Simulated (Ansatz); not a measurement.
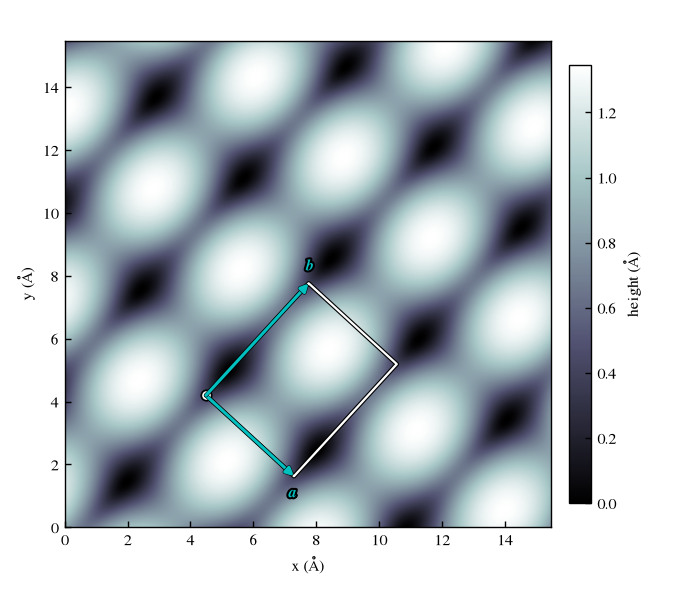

Constant-current image at a set point of 2.5 × 10⁻⁵ e/Å³ of SnO(100) (P4/nmm bulk, 6 atomic planes (those closer than 0.6 Å count as one), 10 Å, SnO-terminated), sample bias +0.95 V. The white outline is the surface cell of the coordinates below, with its origin (dot) on a lattice point and its vectors a and b marked.

Images follow the Tersoff–Hamann model: the current is the local density of the sample's states between the Fermi level and the bias, at the tip's centre. Zero bias is put in the middle of the gap by convention. Bias windows are sharp sums over the levels of the k mesh.

These are results of Ansatz, DFT PBE, scalar-relativistic, plane waves, PAW, not measurements. Cutoff 420 eV, 16 × 12 k-points, Gaussian smearing 0.05 eV, dipole correction. The slab is a cut without reconstruction beyond its cell, at the source's lattice constants, with its lower half held fixed and the rest relaxed. No spin polarisation. Spin–orbit coupling is left out; with Sn it can shift levels and gaps. The run warns that the functional's potential is rough in the thin density of the vacuum, where the tip is; weak contrasts and barriers may feel it.

```
CELL_PARAMETERS angstrom
3.80200 0.00000 0.00000
0.00000 4.83600 0.00000
0.00000 0.00000 27.50500
ATOMIC_POSITIONS crystal
Sn 0.00000 0.23850 0.32721
O 0.50000 0.00000 0.32721
Sn 0.50000 0.76150 0.39633
O 0.00000 0.00000 0.39633
Sn 0.00000 0.23850 0.46544
O 0.50000 0.00000 0.46544
Sn 0.50000 0.76176 0.53645
O 0.00000 0.00735 0.53764
Sn 0.00000 0.23042 0.61140
O 0.50000 0.98517 0.60830
Sn 0.50000 0.76651 0.67738
O 0.00000 0.99348 0.67850
```

Q: What lies under the maxima and minima of this image?

A: The brightest spots lie over the top Sn atoms; the darkest points are over points 1.0 Å to the side of the top O atoms. The corrugation is 1.3 Å at a mean tip height of 3.4 Å.
